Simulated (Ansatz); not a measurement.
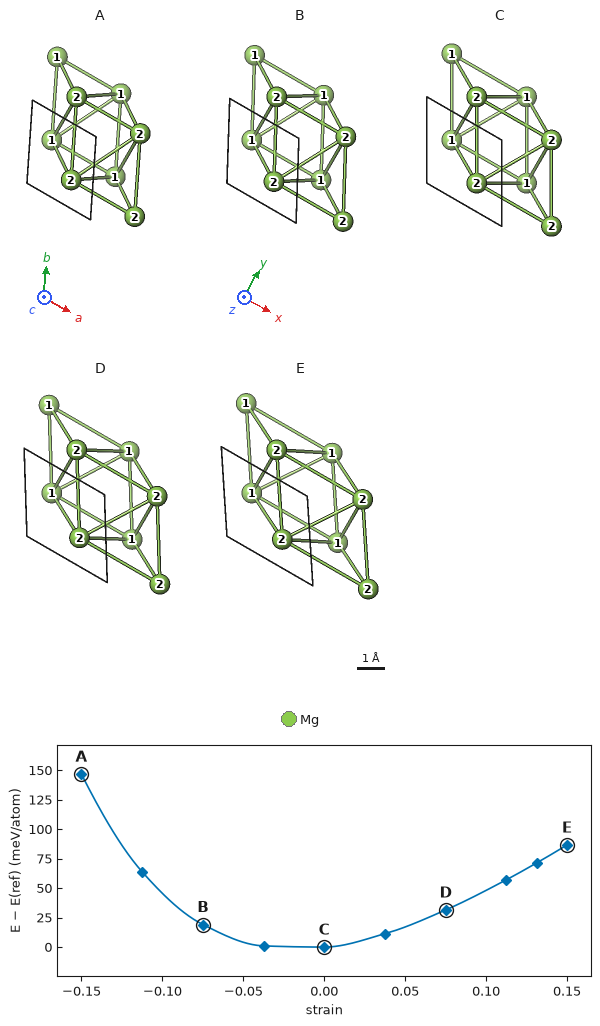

Energy scan for crystalline Mg (P6_3/mmc), in which the cell is strained along x alone, with the atoms kept at their fractional coordinates. x, y and z are the Cartesian axes of the input. The lettered frames are marked on the plot. A ball-and-stick model of the cell of the calculation, repeated 2 × 2 × 1 with one cell outlined, seen along the c axis.

Method: Ansatz 0.2.0, DFT PBEsol, scalar-relativistic, plane waves, PAW. Settings: plane-wave cutoff 420 eV; k-point mesh 18 × 18 × 10; occupations gaussian; smearing width 0.15 eV; no spin polarisation. Energies (free energies at the smearing named) are counted from the cell as listed in its source, which wasn't relaxed.

What does the scan show?

The lowest computed point lies at the strain 0.00 (0.0 meV/atom). The end points stand at 146.8 meV/atom (−0.15) and 86.6 meV/atom (0.15). The unrelaxed reference is under a pressure of −1.1 GPa, which tilts the curve. The distortion takes the space group from P6_3/mmc to Cmcm. At the strain −0.15 the cell of the drawing goes a 3.209 → 2.728 Å, b 3.209 → 3.096 Å, γ 120.0° → 116.1°.

The computed points:

```
 strain  E − E(ref) (meV/atom)
−0.1500                  146.8
−0.1125                   63.9
−0.0750                   19.2
−0.0375                    1.0
 0.0000                    0.0
 0.0375                   11.3
 0.0750                   31.5
 0.1125                   57.1
 0.1312                   71.4
 0.1500                   86.6
```
